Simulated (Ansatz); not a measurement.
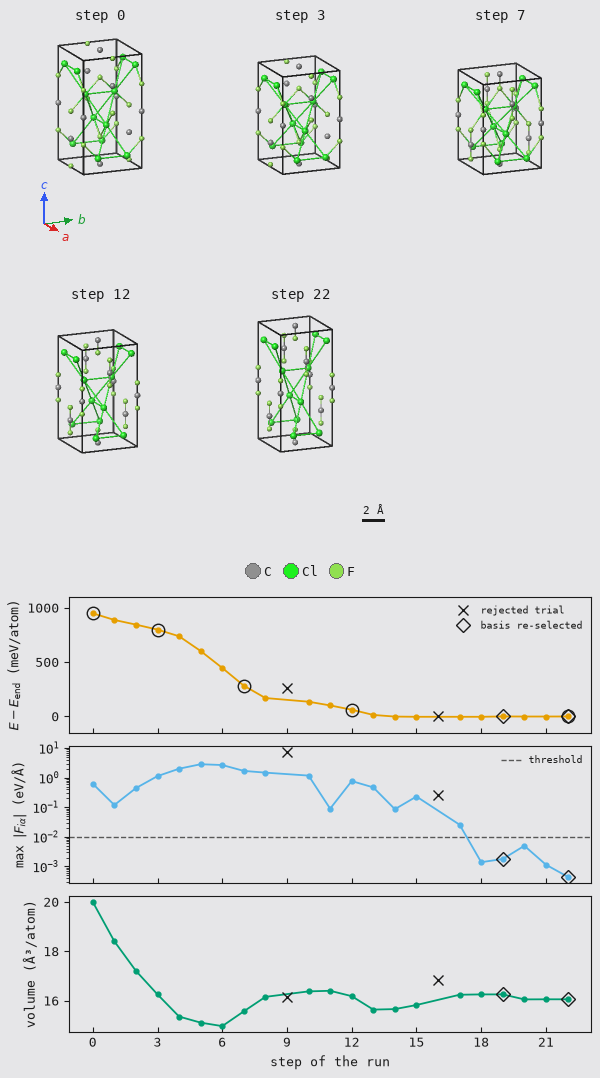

Frames of a relaxation of a crystal of CCl₂F₂ (built on the BaAg2O2-141 type type), marked on the history of the run. A ball-and-stick model of the conventional cell (2 times the calculation's cell), seen slightly off an axis. Lengths and directions refer to the drawn axes.

The calculation used Ansatz 0.2.0, DFT, PBEsol, plane waves, PAW.

Input
```yaml
crystal:
  lattice:
    - [-2.99624833, 2.99624833, 5.57011226]
    - [2.99624833, -2.99624833, 5.57011226]
    - [2.99624833, 2.99624833, -5.57011226]
  atoms:
    - { symbol: C, position: [0.5, 0.5, 0.0] }
    - { symbol: C, position: [0.25, 0.75, 0.5] }
    - { symbol: Cl, position: [0.375, 0.125, 0.25] }
    - { symbol: Cl, position: [0.875, 0.125, 0.25] }
    - { symbol: Cl, position: [0.875, 0.625, 0.75] }
    - { symbol: Cl, position: [0.875, 0.125, 0.75] }
    - { symbol: F, position: [0.00981408, 0.50981408, 0.5] }
    - { symbol: F, position: [0.25981408, 0.25981408, 0.0] }
    - { symbol: F, position: [0.74018592, 0.74018592, 0.0] }
    - { symbol: F, position: [0.49018592, 0.99018592, 0.5] }
kpoints:
  mp_grid: { grid: [6, 6, 6] }
hamiltonian:
  xc: pbesol
scf:
  occupations: { method: fermi_dirac, width: 0.03 }
relax:
  f_tol: 0.01
  cell: {}
  max_steps: 120
```

Launched with:
```bash
ansatz run input.yaml --threads 4 --pin off --max-ram 4608MiB --backend cpu --events-out ev --progress --plain --runs-dir out
```

**What happens along the run?**

The largest moves relative to the cell, 1.49 Å, are those of F7, F8, F9 and F10. F9 goes along −c. Cl and C stay in place. Cell: a = b 5.992 → 5.307 Å (−11.4 %), c 11.140 → 11.405 Å (+2.4 %). Volume −19.7 %. Near-neighbour distances that change, for instance: C1–F8 2.676 → 1.252 Å, Cl3–F10 2.121 → 3.303 Å, Cl3–Cl6 2.996 → 2.653 Å, Cl3–Cl4 3.499 → 3.413 Å. New bonds form, among them: C1–F8 (2.68 → 1.25 Å), C1–F9 (2.68 → 1.25 Å), C2–F10 (2.68 → 1.25 Å), C2–F7 (2.68 → 1.25 Å). The space group stays I4_1/amd (No. 141). After 18 accepted moves (22 points after the start) the energy has fallen by 950 meV per atom. Largest force component: 0.62 eV/Å at the start, 0.00045 eV/Å at the end. Pressure: −5.63 GPa at the start and −0.04 GPa at the end. The line search rejected the trial steps at points 9, 16 of the run. At 2 points the geometry stayed and the basis and grid were re-selected for the new cell (energy shift of 3.2 meV per atom at most each time). From step 0 to 3: F atoms move most (0.14 Å), volume −18.7 %, energy −150 meV per atom. From step 3 to 7: F atoms move most (0.56 Å), volume −4.2 %, energy −516 meV per atom. From step 7 to 12: F atoms move most (0.37 Å), volume +3.9 %, energy −221 meV per atom. From step 12 to 22: F atoms move most (0.16 Å), volume −0.8 %, energy −62.3 meV per atom.

| step | E − E(0), meV/atom | largest force component, eV/Å | pressure, GPa | volume, Å³/atom | note |
| --- | --- | --- | --- | --- | --- |
| 0 | 0.00 | 0.6249 | -5.63 | 20.002 |  |
| 1 | -61.18 | 0.1190 | -3.73 | 18.408 |  |
| 2 | -104.11 | 0.4446 | -1.53 | 17.211 |  |
| 3 | -150.02 | 1.1296 | 0.75 | 16.257 |  |
| 4 | -211.38 | 2.0081 | 4.51 | 15.361 |  |
| 5 | -347.20 | 2.8471 | 6.21 | 15.114 |  |
| 6 | -502.90 | 2.6757 | 7.67 | 14.973 |  |
| 7 | -666.40 | 1.6949 | 4.22 | 15.572 |  |
| 8 | -780.12 | 1.4794 | 0.25 | 16.158 |  |
| 9 | -684.34 | 7.1207 | 12.77 | 16.142 | rejected |
| 10 | -814.03 | 1.1763 | -0.65 | 16.380 |  |
| 11 | -848.39 | 0.0898 | 0.27 | 16.404 |  |
| 12 | -887.65 | 0.7679 | 1.09 | 16.187 |  |
| 13 | -935.86 | 0.4692 | 1.08 | 15.642 |  |
| 14 | -950.95 | 0.0862 | 0.39 | 15.662 |  |
| 15 | -952.97 | 0.2306 | 1.01 | 15.828 |  |
| 16 | -949.95 | 0.2513 | -1.20 | 16.826 | rejected |
| 17 | -952.98 | 0.0257 | -0.04 | 16.244 |  |
| 18 | -952.96 | 0.0014 | 0.00 | 16.258 |  |
| 19 | -949.79 | 0.0018 | -0.32 | 16.258 | same geometry, new basis |
| 20 | -950.50 | 0.0050 | 0.02 | 16.056 |  |
| 21 | -950.48 | 0.0011 | 0.00 | 16.060 |  |
| 22 | -950.00 | 0.0005 | -0.04 | 16.060 | same geometry, new basis |

Limits of the set-up: layers or molecules are held without a dispersion correction, so their spacing is unreliable.
